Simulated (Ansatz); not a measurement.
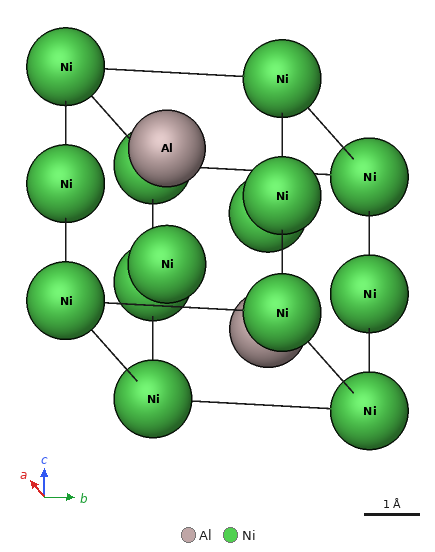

Reference structure: solid AlNi2 (set up in P-3m1). The picture is a spheres-only view of the cell of the calculation, seen from a free direction.

Method: DFT PBEsol, scalar-relativistic, plane waves, PAW in Ansatz. Settings: plane-wave cutoff 420 eV; k-point mesh 12 × 12 × 8; occupations gaussian; smearing width 0.1 eV; no spin polarisation.

The variant: The volume is changed by −6.0 %. The cell's shape and the atoms are relaxed at that volume.

Question: What does the calculation give for the changed structure?

Answer: The drawn cell changes as follows: a = b 3.975 → 3.895 Å (−2.0 %), c 4.906 → 4.802 Å (−2.1 %); the volume changes by −6.0 %. The largest moves relative to the cell, 0.008 Å, are those of Al atoms. By element the largest moves are Al 0.008 Å, Ni 0.005 Å. Some distances before and after: Al–Ni 2.481 → 2.422 to 2.429 Å, Ni–Ni 2.760 → 2.706 Å, Ni–Ni 2.453 → 2.401 Å, Ni–Ni 2.472 → 2.421 Å. The space group stays P-3m1 (No. 164). It costs 26.7 meV per atom. Pressure: 0.0 GPa before, 13.5 GPa after. It is metallic before and after.

Drawn alike, the variant:

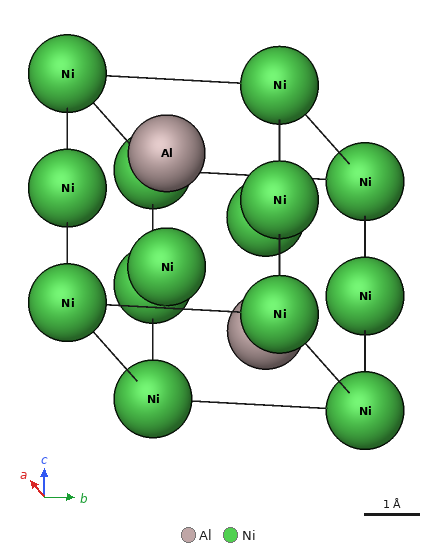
